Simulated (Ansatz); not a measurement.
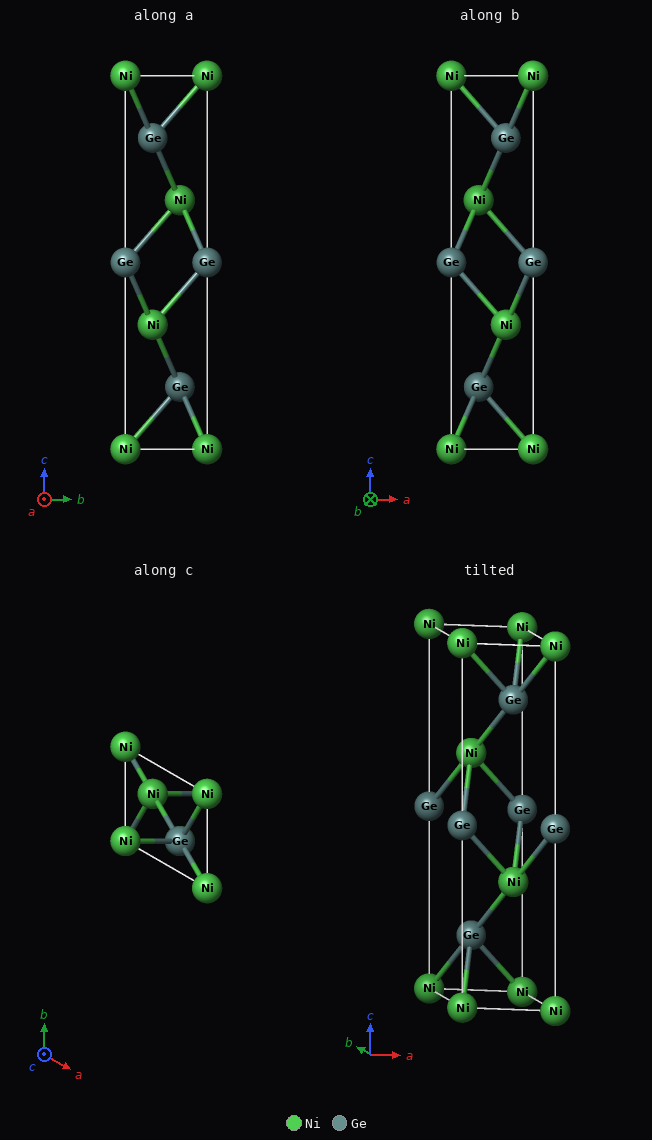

An orthographic ball-and-stick view of the structure, along the a axis, along the b axis, along the c axis and slightly off an axis. One conventional unit cell is framed, with atoms on its boundary repeated.

Lattice parameters: a = 2.863 Å, b = 2.863 Å, c = 11.336 Å, α = 90.00°, β = 90.00°, γ = 120.00°. Put a along x and b in the xy plane.

Q: Express the structure as a POSCAR file.

A:
```
Ni Ge
1.0
     2.863    0.000    0.000
    -1.431    2.479    0.000
     0.000    0.000   11.336
Ni Ge
3 3
Direct
  0.0000 0.0000 0.0000
  0.6667 0.3333 0.3333
  0.3333 0.6667 0.6667
  0.3333 0.6667 0.1667
  0.0000 0.0000 0.5000
  0.6667 0.3333 0.8333
```

Provenance: a structure type filled with these elements by a generator (whether the compound takes this form wasn't checked). Earlier steps of the study may have refined or changed the cell and positions. Ansatz was used for an electronic-structure calculation on it.

At this level of theory the cell isn't at rest (stretched, at -5 GPa), so its distances can differ from those at equilibrium, the more so the softer the solid.
